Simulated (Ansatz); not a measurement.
# La at a quarter monolayer on different metals

How does the change of the work function by La depend on the metal face under it?

How it was computed: Ansatz 0.2.0, plane waves with PAW datasets (its set soft_2), PBE; unreconstructed slabs of 4 layers at the tabulated experimental lattice constant with the lower two held, one adsorbate in a 2×2 cell relaxed from the site named, 6×6 k-points (12×12 for the clean 1×1 cell), 18 Å of vacuum, dipole correction. The dipole per adsorbate is the change of the cell's dipole; electronegativities are Pauling's.

What came out:

```
     system  starting site  electronegativity, adsorbate less metal  clean (eV)  covered (eV)  change (eV)  dipole per adsorbate (D)
 La/Pt(100)         hollow                                    −1.18        5.66          1.93        −3.72                     +3.05
 La/Pt(111)            fcc                                    −1.18        5.70          2.08        −3.62                     +2.57
 La/Ir(111)            fcc                                    −1.10        5.49          2.05        −3.44                     +2.34
 La/Pd(111)            fcc                                    −1.10        5.27          2.24        −3.03                     +2.09
 La/Rh(111)            fcc                                    −1.18        5.17          2.23        −2.94                     +1.94
 La/Au(111)            fcc                                    −1.44        5.16          2.33        −2.83                     +2.24
La/Ru(0001)            fcc                                    −1.10        5.05          2.31        −2.74                     +1.85
 La/Ni(111)            fcc                                    −0.81        5.07          2.44        −2.64                     +1.50
 La/Ni(100)         hollow                                    −0.81        4.88          2.28        −2.60                     +1.72
  La/W(110)         hollow                                    −1.26        4.84          2.33        −2.51                     +1.87
La/Co(0001)            fcc                                    −0.78        4.93          2.46        −2.47                     +1.42
 La/Ta(110)         hollow                                    −0.40        4.77          2.38        −2.39                     +1.93
 La/Cu(110)         hollow                                    −0.80        4.43          2.14        −2.30                     +2.21
 La/Cu(111)            fcc                                    −0.80        4.79          2.61        −2.18                     +1.34
 La/Nb(110)         hollow                                    −0.50        4.49          2.40        −2.10                     +1.71
 La/Ag(111)            fcc                                    −0.83        4.47          2.40        −2.07                     +1.65
 La/Cu(100)         hollow                                    −0.80        4.57          2.54        −2.03                     +1.37
 La/Al(100)         hollow                                    −0.51        4.29          2.32        −1.98                     +1.73
```

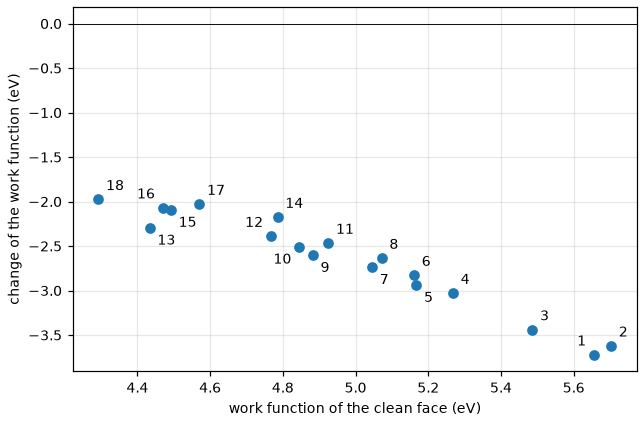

Change of the work function at 0.25 ML.

**Reading.** The change runs from −3.72 eV (La/Pt(100)) to −1.98 eV (La/Al(100)); falls of over 0.15 eV: 18, rises: 0, in between: 0. The covered faces span 1.93 to 2.61 eV and the clean ones 4.29 to 5.70 eV; covered follows clean with a slope of −0.26, where 0 would mean that the adsorbate alone sets the work function and 1 a step that doesn't depend on the clean value; the points scatter about that line by 0.13 eV. A positive dipole has its positive end outwards. Worked for La/Pt(100): +3.05 D is +0.635 e·Å, one in 30.7 Å², and the Helmholtz step −180.95 V·Å × p/A is −3.73 eV against a change of −3.72 eV; what is left is a shift on the thin slab's other side.

What the numbers leave out: A quarter monolayer means unlike densities on unlike faces. In La/Au(111) and La/Ag(111) the run itself pulled a metal atom over 0.6 Å out of the top layer, so the surface is rebuilt. One starting site was run; real layers may sit elsewhere, sink into the surface or rebuild it. Changes under about 0.15 eV are within the error of slabs this thin. Only Co and Ni were run with spin. The table is a selection: not every member that was run is listed.

[Logs are printed without paths, hosts, clocks, repeated set-up lines and the standing remarks that a program may print on its own settings, such as how far it seeks lower states.]
